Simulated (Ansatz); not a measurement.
# What a change does: single-point calculation on Hf

System: Hf (I4/mmm, 1 atom in the cell).
Method of run 1: DFT PBEsol, scalar-relativistic, plane waves, PAW, no spin polarisation (Ansatz 0.2.0).

The structure derives from an entry of the Crystallography Open Database. Text and figures count atoms from 1; the logs count them from 0 in places.

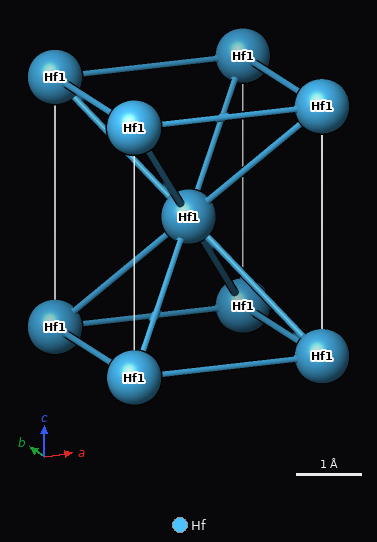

The input geometry (ball-and-stick view of the cell 2 times as large as that of the calculation, set on its symmetry axes, seen slightly off an axis; atoms are numbered from 1 in the order of the input). An atom can appear more than once, as a periodic image. Near neighbours in the periodic cell (some may lie outside the picture): Hf has 12 Hf at 2.99 to 3.14 Å.

**The input, run 1**
```yaml
crystal:
  lattice:
    - [0.0, 2.22, 2.22]
    - [1.998, 0.0, 2.22]
    - [1.998, 2.22, 0.0]
  atoms:
    - { symbol: Hf, position: [0.0, 0.0, 0.0] }
basis:
  ecutwfc: 420
kpoints:
  mp_grid: { grid: [18, 18, 18] }
hamiltonian:
  xc: pbesol
scf:
  occupations: { method: gaussian, width: 0.15 }
output:
  forces: true
  stress: true
  eigenvalues: true
```

Launched with:
```bash
ansatz run input.yaml --threads 1 --pin off --max-ram 2560MiB --backend cpu --events-out ev --progress --plain --runs-dir out
```

Hardware: 1 thread of Arm Neoverse V1, 24 GiB of memory available, shared host.

**Output, shortened to warnings, some set-up lines, iterations and results (run 1)**
```
Basis set: ecut = 420 eV, 371 PW (Γ), exchange–correlation on 48×40×40 points (8 copies of the dense FFT grid, shifted against one another)
Symmetry: 16 space group operations
k-points: 480 of 5832
Initial density: superposition of atomic densities (neutral atoms: chi_scale 0, normalization atom), corrected by the library's trained network
[...]
SCF iter   1: F=—  HF=-15597.880231 eV  |F-HF|=—  |Δ(HF+E_count)|=         —  Δρ=2.93e-3  dr2=8.37e-4  ethr=1.77e-3  ⟨swp⟩=5.2  Hψ=36173  notcnv=0
SCF iter   2: F=—  HF=-15597.880330 eV  |F-HF|=—  |Δ(HF+E_count)|=   9.91e-5  Δρ=1.61e-3  dr2=2.34e-4  ethr=3.22e-6  ⟨swp⟩=2.2  Hψ=17591  notcnv=0
SCF iter   3: F=—  HF=-15597.880417 eV  |F-HF|=—  |Δ(HF+E_count)|=   8.73e-5  Δρ=7.15e-4  dr2=6.92e-5  ethr=9.01e-7  ⟨swp⟩=2.1  Hψ=12338  notcnv=0
SCF iter   4: F=—  HF=-15597.880397 eV  |F-HF|=—  |Δ(HF+E_count)|=   2.01e-5  Δρ=1.37e-4  dr2=2.83e-6  ethr=2.66e-7  ⟨swp⟩=2.0  Hψ=14396  notcnv=0
SCF iter   5: F=—  HF=-15597.880402 eV  |F-HF|=—  |Δ(HF+E_count)|=   4.95e-6  Δρ=3.97e-5  dr2=1.83e-7  ethr=1.09e-8  ⟨swp⟩=2.1  Hψ=14389  notcnv=0
SCF iter   6: F=-15597.880402 eV  HF=-15597.880402 eV  |F-HF|=1.00e-8  |Δ(HF+E_count)|=   1.57e-7  Δρ=9.27e-6  dr2=1.40e-8  ethr=3.85e-10  ⟨swp⟩=6.3  Hψ=39160  notcnv=0
SCF 1 converged in 6 iterations: F = -15597.880402 eV  dr2 = 1.40e-8
SCF converged after 6 iterations
Free energy (F): -15597.880402 eV
Harris-Foulkes:  -15597.880402 eV  (|F-HF|=1.00e-8)
Internal energy: -15597.863782 eV  (E = F + TS)
E sigma→0 (E₀):  -15597.872092 eV
Entropy (-TS):   -0.016620 eV (-16.620 meV/atom)
Fermi energy:    22.480820 eV
--- Per-component energies (eV) ---
  E_band       = 115.336330
  E_kinetic    = 429.881002
  E_local      = -4730.999706  (includes V_loc(G=0)·N_el)
  E_nonlocal   = -1238.147035
  E_hartree    = 2253.439216
  E_xc         = -299.622210
  E_vxc        = -268.424098  (∫ρ·V_xc dr)
  E_paw        = -6808.548787  (= ΣΔE_a)
  E_vpaw       = 1416.155164  (= ΣTr[D̂ρ^β])
  E_aug_tail   = -0.000001  (compensation charges beyond the density's cutoff)
  E_ewald      = -5205.117351
  E_core_change = 1.251092  (= ΣΔE_core)
  E_smearing   = -0.016620  (= −TS)
  E_closure    = 0.000000  (closes the sum)
  Σ components = -15597.880402   (vs F -15597.880402, Δ=0.00e0)
--- Forces (eV/Å), atoms counted from 1 ---
  atom   1  Hf    -0.00000000    -0.00000000    -0.00000000
  max |Σ_I F_I| component: 7.03e-31 eV/Å
--- Stress (GPa, compression-positive) ---
       14.067793       0.000000      -0.000000
        0.000000       9.722048      -0.000000
       -0.000000      -0.000000       9.722048
  P = ⅓ Tr σ = 11.1706 GPa (111.706 kbar)
```

For run 2 the input was changed thus:
```diff
-    - [1.998, 0.0, 2.22]
-    - [1.998, 2.22, 0.0]
+    - [2.1645, 0.0, 2.22]
+    - [2.1645, 2.22, 0.0]
```

How does run 2 compare with run 1?

With the same functional and potentials, run 2 lies 81.8 meV per atom lower. The pressure goes from 11.17 to 1.19 GPa. The volume per atom goes from 19.69 to 21.34 Å³. The number of SCF iterations is the same. The plane waves at Γ go from 371 to 411.

**Output, shortened to warnings, some set-up lines, iterations and results (run 2)**
```
Basis set: ecut = 420 eV, 411 PW (Γ), exchange–correlation on 48×48×48 points (8 copies of the dense FFT grid, shifted against one another)
Symmetry: 16 space group operations
k-points: 480 of 5832
Initial density: superposition of atomic densities (neutral atoms: chi_scale 0, normalization atom), corrected by the library's trained network
[...]
SCF iter   1: F=—  HF=-15597.962054 eV  |F-HF|=—  |Δ(HF+E_count)|=         —  Δρ=2.53e-3  dr2=5.89e-4  ethr=1.77e-3  ⟨swp⟩=4.8  Hψ=33882  notcnv=0
SCF iter   2: F=—  HF=-15597.962093 eV  |F-HF|=—  |Δ(HF+E_count)|=   3.88e-5  Δρ=1.46e-3  dr2=1.74e-4  ethr=2.27e-6  ⟨swp⟩=2.1  Hψ=17051  notcnv=0
SCF iter   3: F=—  HF=-15597.962183 eV  |F-HF|=—  |Δ(HF+E_count)|=   9.04e-5  Δρ=4.32e-4  dr2=1.73e-5  ethr=6.71e-7  ⟨swp⟩=2.0  Hψ=12486  notcnv=0
SCF iter   4: F=—  HF=-15597.962186 eV  |F-HF|=—  |Δ(HF+E_count)|=   2.73e-6  Δρ=4.51e-5  dr2=1.17e-7  ethr=6.65e-8  ⟨swp⟩=2.0  Hψ=14414  notcnv=0
SCF iter   5: F=—  HF=-15597.962186 eV  |F-HF|=—  |Δ(HF+E_count)|=   6.17e-7  Δρ=9.27e-6  dr2=1.11e-8  ethr=4.50e-10  ⟨swp⟩=2.0  Hψ=14446  notcnv=0
SCF iter   6: F=-15597.962186 eV  HF=-15597.962186 eV  |F-HF|=7.49e-9  |Δ(HF+E_count)|=   4.91e-9  Δρ=1.49e-6  dr2=2.14e-10  ethr=4.27e-11  ⟨swp⟩=4.1  Hψ=27264  notcnv=0
SCF 1 converged in 6 iterations: F = -15597.962186 eV  dr2 = 2.14e-10
SCF converged after 6 iterations
Free energy (F): -15597.962186 eV
Harris-Foulkes:  -15597.962186 eV  (|F-HF|=7.49e-9)
Internal energy: -15597.946378 eV  (E = F + TS)
E sigma→0 (E₀):  -15597.954282 eV
Entropy (-TS):   -0.015808 eV (-15.808 meV/atom)
Fermi energy:    20.625171 eV
--- Per-component energies (eV) ---
  E_band       = 62.855228
  E_kinetic    = 426.326644
  E_local      = -4948.765464  (includes V_loc(G=0)·N_el)
  E_nonlocal   = -1238.545067
  E_hartree    = 2336.246450
  E_xc         = -298.320973
  E_vxc        = -266.712335  (∫ρ·V_xc dr)
  E_paw        = -6807.711006  (= ΣΔE_a)
  E_vpaw       = 1418.057932  (= ΣTr[D̂ρ^β])
  E_aug_tail   = -0.000001  (compensation charges beyond the density's cutoff)
  E_ewald      = -5068.428051
  E_core_change = 1.251092  (= ΣΔE_core)
  E_smearing   = -0.015808  (= −TS)
  E_closure    = -0.000000  (closes the sum)
  Σ components = -15597.962186   (vs F -15597.962186, Δ=0.00e0)
--- Forces (eV/Å), atoms counted from 1 ---
  atom   1  Hf     0.00000000     0.00000000     0.00000000
  max |Σ_I F_I| component: 7.70e-33 eV/Å
--- Stress (GPa, compression-positive) ---
        2.120538      -0.000000       0.000000
       -0.000000       0.720339      -0.000000
        0.000000       0.000000       0.720339
  P = ⅓ Tr σ = 1.1871 GPa (11.871 kbar)
```

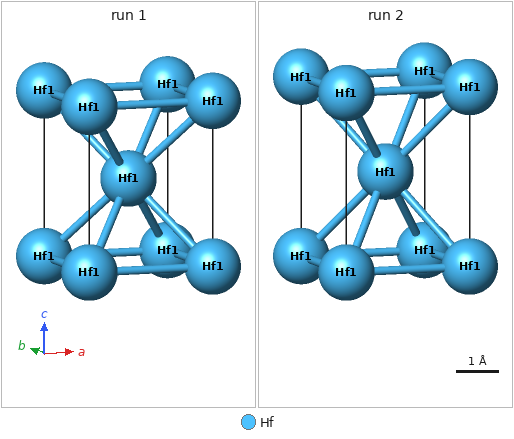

The two input geometries at one scale (ball-and-stick view of the cell 2 times as large as that of the calculation, set on its symmetry axes, seen slightly off an axis). No atom moves by more than 0.005 Å relative to the cell. Cell: a = b stay at 3.140 Å, c 3.996 → 4.329 Å (+8.3 %). Volume +8.3 %. Among the contacts that change: Hf1–Hf1 2.987 → 3.101 Å.

**The two runs side by side**

| quantity | run 1 | run 2 |
| --- | --- | --- |
| outcome | converged | converged |
| free energy per atom (eV) | −15597.8804 | −15597.9622 |
| energy per atom, smearing taken to zero (eV) | −15597.8721 | −15597.9543 |
| gap on the mesh (eV) | 0.00 | 0.00 |
| pressure (GPa) | 11.17 | 1.19 |
| volume per atom (Å³) | 19.69 | 21.34 |
| largest force (eV/Å) | 0.000 | 0.000 |
| SCF iterations | 6 | 6 |
| irreducible k-points | 480 | 480 |
| plane waves at Γ | 371 | 411 |
| wall time (shared host) | 9.4 s | 9 s |

For both runs: Spin–orbit coupling is left out, which matters for Hf. For run 1: The cell is under a pressure of 11.2 GPa at this level, so it is not at its equilibrium volume.
